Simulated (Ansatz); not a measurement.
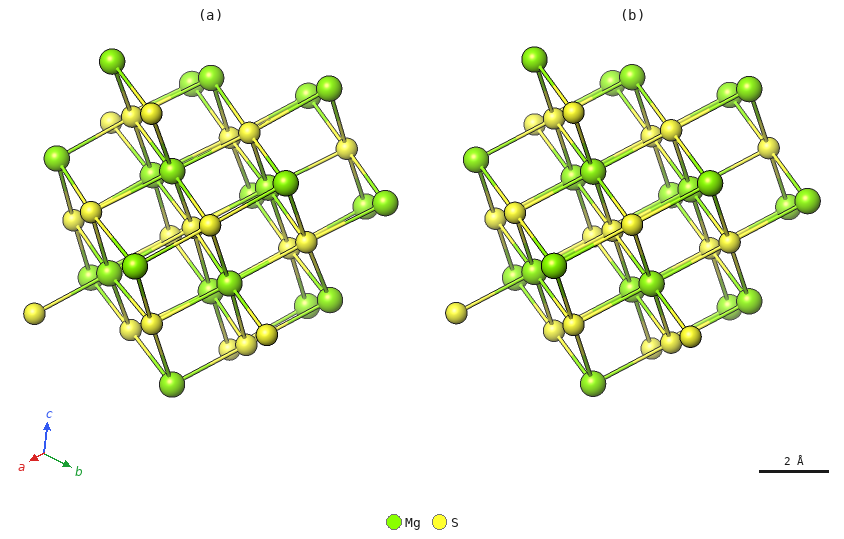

The structure of crystalline MgS (set up in P1) before (left) and after (right) a relaxation, at one scale.

A ball-and-stick model of the atoms within 5.8 Å of the atom that moves most (axes of the cell of the calculation), seen slightly off an axis.

Theory: DFT PBE, scalar-relativistic, plane waves, PAW (Ansatz 0.2.0).

Input file:
```yaml
crystal:
  lattice:
    - [5.2297549304, 5.2297549304, 5.2297549304]
    - [-5.2297549304, 5.2297549304, -5.2297549304]
    - [-5.2297549304, -5.2297549304, 5.2297549304]
  atoms:
    - { symbol: Mg, position: [0.5034027405, 0.7534451561, 0.7460682492] }
    - { symbol: Mg, position: [0.4960041423, 0.5005240212, 0.0057498653] }
    - { symbol: Mg, position: [0.7509509775, 0.4890777364, 0.7390746185] }
    - { symbol: Mg, position: [0.4955464375, 0.2449298371, 0.2470906319] }
    - { symbol: Mg, position: [0.7593066543, 0.2615556147, 0.010585893] }
    - { symbol: Mg, position: [-0.0009369358, 0.2552479937, 0.7527233362] }
    - { symbol: Mg, position: [0.4977293384, 0.0003929763, 0.4959754013] }
    - { symbol: Mg, position: [0.7513471085, -0.0032090229, 0.2532503679] }
    - { symbol: Mg, position: [0.0006097193, -0.0011868071, -0.0008859973] }
    - { symbol: Mg, position: [0.2492858096, -0.0041484755, 0.7510681379] }
    - { symbol: Mg, position: [0.754074246, 0.7543397025, 0.4996594014] }
    - { symbol: Mg, position: [-0.002438114, 0.7520737897, 0.2507760936] }
    - { symbol: Mg, position: [0.2470523145, 0.7584312894, 0.0007168389] }
    - { symbol: Mg, position: [-0.0066917732, 0.4961643824, 0.4889911355] }
    - { symbol: Mg, position: [0.2453004346, 0.5020960079, 0.246364911] }
    - { symbol: Mg, position: [0.2541346898, 0.2425925123, 0.4968494739] }
    - { symbol: S, position: [0.5125352171, 0.0077017351, 0.0052886815] }
    - { symbol: S, position: [0.5043592136, 0.752145329, 0.2461157674] }
    - { symbol: S, position: [0.7467947099, 0.7541850401, 0.0098088022] }
    - { symbol: S, position: [0.5028415525, 0.4948246108, 0.4997551822] }
    - { symbol: S, position: [0.741363762, 0.4951712256, 0.2510571331] }
    - { symbol: S, position: [-0.0055157847, 0.4900952165, -0.0045897188] }
    - { symbol: S, position: [0.5000208481, 0.2495362181, 0.7437415975] }
    - { symbol: S, position: [0.7510744568, 0.2497484854, 0.49661495] }
    - { symbol: S, position: [-0.000790675, 0.2445327532, 0.246758717] }
    - { symbol: S, position: [0.2480493429, 0.2418539105, 0.0005683328] }
    - { symbol: S, position: [0.7502692373, -0.0093515654, 0.7373292369] }
    - { symbol: S, position: [0.0065734315, 0.0034693958, 0.4937990125] }
    - { symbol: S, position: [0.2594690049, 0.003046303, 0.2503559972] }
    - { symbol: S, position: [-0.0062064641, 0.7470668767, 0.7492481083] }
    - { symbol: S, position: [0.2578153541, 0.7518298079, 0.4982250795] }
    - { symbol: S, position: [0.2514548093, 0.4975973084, 0.748763208] }
basis:
  ecutwfc: 420
  xc_grid: 2
kpoints:
  mp_grid: { grid: [2, 2, 2], shift: [0.5, 0.5, 0.5] }
hamiltonian:
  xc: pbe
scf:
  occupations: { method: gaussian, width: 0.02 }
output:
  forces: true
  stress: false
  eigenvalues: true
relax:
  adjacent_minimum: "off"
  f_tol: 0.03
  max_steps: 25
```

Command:
```bash
ansatz run input.yaml --threads 8 --pin off --max-ram 14336MiB --backend cpu --events-out ev --progress --plain --runs-dir out
```

Q: Describe what moved and what it gained.

A: The atom that moves furthest is S19 (0.12 Å along [1 −1 −3]). By element the largest moves are S 0.12 Å, Mg 0.10 Å. The lattice vectors keep their values. Near-neighbour distances that change, for instance: Mg3–S19 2.825 → 2.616 Å, Mg5–S27 2.799 → 2.617 Å, Mg11–S27 2.499 → 2.612 Å, Mg5–S22 2.507 → 2.614 Å. Bond angles that change, for instance: Mg5–S21–Mg11 174.2° → 180.0°, S21–Mg5–S22 95.5° → 90.0°, Mg8–S28–Mg10 174.7° → 179.9°. The space group (tolerance 0.01 Å) goes from P1 (No. 1) to Fm-3m (No. 225). Over 2 accepted moves (3 points after the start) the energy falls by 13.7 meV per atom. The largest force component goes from 0.69 to 0.007 eV/Å. 1 step only repeated the SCF at the same geometry. The run took 29 s on 8 threads of Arm Neoverse V1, with other jobs on the host, peak memory 1.9 GiB.
